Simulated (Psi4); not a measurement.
**TPSS/def2-TZVPD (density fitting, sweep point 3) run of C4H6 (SMILES C=C1CC1)**

Aim: the vertical ionisation energy of C4H6 at TPSS/def2-TZVPD (density fitting, sweep point 3), from 2 runs. 

Program for the calculation: Psi4 1.11.

4 further runs of the same task are left out: 4 set aside as unsound or not needed.

### 1 The molecule

C4H6: 10 atoms, total charge 0, spin state singlet. SMILES: `C=C1CC1`. The shape is that of a PBE0-D4/def2-TZVP optimisation.

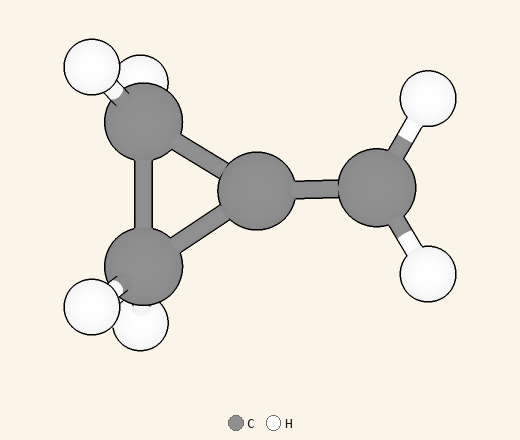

Viewed from a chosen angle; carbon grey, hydrogen white.

### 2 A single-point energy at TPSS/def2-TZVPD (density fitting, sweep point 3)

c4h6.dat reads:

```
memory 1600 mb

molecule geom {
  0 1
  C     -1.246550     0.749310    -0.827290
  C     -0.267200     0.160900    -0.177320
  C      0.559730    -1.024530     0.014480
  C      0.756050     0.233700     0.858730
  H     -1.784520     0.237140    -1.617880
  H     -1.546990     1.765000    -0.593050
  H      0.122140    -1.892780     0.496620
  H      1.316520    -1.257730    -0.727620
  H      1.642590     0.831980     0.674530
  H      0.448240     0.197000     1.898790
  symmetry c1
}

set {
  basis def2-TZVPD
  puream true
  scf_type df
  dft_radial_points 35
  dft_spherical_points 110
}

energy("tpss")
```

Launch:

```
psi4 -i c4h6.dat -o c4h6.out -n 1
```

c4h6.out:

```text
[...]
  Running in c1 symmetry.
[...]
  Nuclear repulsion =  109.841328026257159
[...]
  Multiplicity = 1
[...]
  Nalpha       = 15
  Nbeta        = 15
[...]
    Number of basis functions: 202
[...]
   @DF-RKS iter   1:  -155.47433121400275    6.46624e-02   5.16782e-03 DIIS/ADIIS
[...]
   @DF-RKS iter   9:  -156.05177336559836   -4.92248e-08   2.19861e-07 DIIS
[...]
    Orbital Energies [Eh]
    ---------------------
    Doubly Occupied:
       1A     -9.994208     2A     -9.993224     3A     -9.993133
       4A     -9.979750     5A     -0.806899     6A     -0.664504
       7A     -0.562498     8A     -0.490785     9A     -0.440683
      10A     -0.424293    11A     -0.393840    12A     -0.336775
      13A     -0.275880    14A     -0.258674    15A     -0.232243
[...]
  @DF-RKS Final Energy:  -156.05177336559836
   => Energetics <=
    Nuclear Repulsion Energy =            109.8413280262571590
    One-Electron Energy =                -425.6138858886802154
    Two-Electron Energy =                 183.7230352888468587
    DFT Exchange-Correlation Energy =     -24.0022507920221457
    Empirical Dispersion Energy =           0.0000000000000000
    VV10 Nonlocal Energy =                  0.0000000000000000
    Total Energy =                       -156.0517733655983648
[...]
 Multipole Moments:
 ------------------------------------------------------------------------------------
     Multipole            Electronic (a.u.)      Nuclear  (a.u.)        Total (a.u.)
 ------------------------------------------------------------------------------------
 L = 1.  Multiply by 2.5417464519 to convert [e a0] to [Debye]
 Dipole X            :         -0.2819880            0.4120741            0.1300862
 Dipole Y            :          0.1702405           -0.2484925           -0.0782520
 Dipole Z            :         -0.1870781            0.2734950            0.0864168
 Magnitude           :                                                    0.1746816
[...]
```

It took 12 s on 1 thread of Intel Xeon at 2.70GHz, shared host; peak memory 0.84 GiB.

### 3 The doublet cation, same level

input.dat reads:

```
memory 1600 mb

molecule system {
  1 2
  C     -1.246550     0.749310    -0.827290
  C     -0.267200     0.160900    -0.177320
  C      0.559730    -1.024530     0.014480
  C      0.756050     0.233700     0.858730
  H     -1.784520     0.237140    -1.617880
  H     -1.546990     1.765000    -0.593050
  H      0.122140    -1.892780     0.496620
  H      1.316520    -1.257730    -0.727620
  H      1.642590     0.831980     0.674530
  H      0.448240     0.197000     1.898790
  units angstrom
  symmetry c1
}

set {
  basis def2-TZVPD
  reference uks
  puream true
  scf_type df
  dft_radial_points 35
  dft_spherical_points 110
  maxiter 100
}

result = energy('tpss')
print_variables()
```

Launch:

```
psi4 input.dat output.dat -n 1
```

output.dat:

```text
[...]
  Running in c1 symmetry.
[...]
  Nuclear repulsion =  109.841328026257159
[...]
  Multiplicity = 2
[...]
  Nalpha       = 15
  Nbeta        = 14
[...]
    Number of basis functions: 202
[...]
   @DF-UKS iter   1:  -155.34389384825636    1.95100e-01   4.18740e-03 ADIIS/DIIS
[...]
   @DF-UKS iter  10:  -155.69930184768756   -5.14965e-08   2.59507e-07 DIIS
[...]
   @S^2 Observed:                7.530192232E-01
[...]
    Orbital Energies [Eh]
    ---------------------
    Alpha Occupied:
       1A    -10.300531     2A    -10.294416     3A    -10.220169
       4A    -10.220053     5A     -1.066747     6A     -0.962023
       7A     -0.788512     8A     -0.741921     9A     -0.682799
      10A     -0.676144    11A     -0.664258    12A     -0.555262
      13A     -0.540603    14A     -0.509500    15A     -0.506310
    Alpha Virtual:
      16A     -0.309333    17A     -0.165502    18A     -0.147405
      19A     -0.136678    20A     -0.119997    21A     -0.103923
      22A     -0.103630    23A     -0.083832    24A     -0.067097
      25A     -0.055894    26A     -0.055812    27A     -0.042715
[...]
  @DF-UKS Final Energy:  -155.69930184768756
   => Energetics <=
    Nuclear Repulsion Energy =            109.8413280262571590
    One-Electron Energy =                -417.9721696602076690
    Two-Electron Energy =                 176.1534951701981129
    DFT Exchange-Correlation Energy =     -23.7219553839351605
    Empirical Dispersion Energy =           0.0000000000000000
    VV10 Nonlocal Energy =                  0.0000000000000000
    Total Energy =                       -155.6993018476875648
[...]
 Multipole Moments:
 ------------------------------------------------------------------------------------
     Multipole            Electronic (a.u.)      Nuclear  (a.u.)        Total (a.u.)
 ------------------------------------------------------------------------------------
 L = 1.  Multiply by 2.5417464519 to convert [e a0] to [Debye]
 Dipole X            :         -0.8879517            0.4120741           -0.4758776
 Dipole Y            :          0.5344930           -0.2484925            0.2860005
 Dipole Z            :         -0.5892799            0.2734950           -0.3157849
 Magnitude           :                                                    0.6387299
[...]
```

Run time: 19 s. Hardware: 1 thread of Intel Xeon at 2.70GHz, shared host; peak memory 0.85 GiB.

### 4 Outcome

At TPSS/def2-TZVPD (density fitting, sweep point 3):

| quantity | value |
| --- | --- |
| singlet C4H6: total energy | -156.05177 Eh |
| singlet C4H6: dipole moment | 0.44 D |
| singlet C4H6: HOMO energy | -6.32 eV |
| singlet C4H6: LUMO energy | -0.74 eV |
| singlet C4H6: HOMO–LUMO gap | 5.58 eV |
| doublet cation: total energy | -155.69930 Eh |
| doublet cation: HOMO energy (highest over α and β) | -13.74 eV |
| doublet cation: LUMO energy (lowest over α and β) | -12.79 eV |
| doublet cation: ⟨S²⟩ | 0.753 |
| vertical ionisation energy (to the doublet cation) | 9.591 eV |

What this shows: Removing an electron at fixed nuclei costs 9.59 eV (925 kJ/mol). −ε(HOMO) before ionisation, 6.32 eV, is 3.27 eV below this ionisation energy.
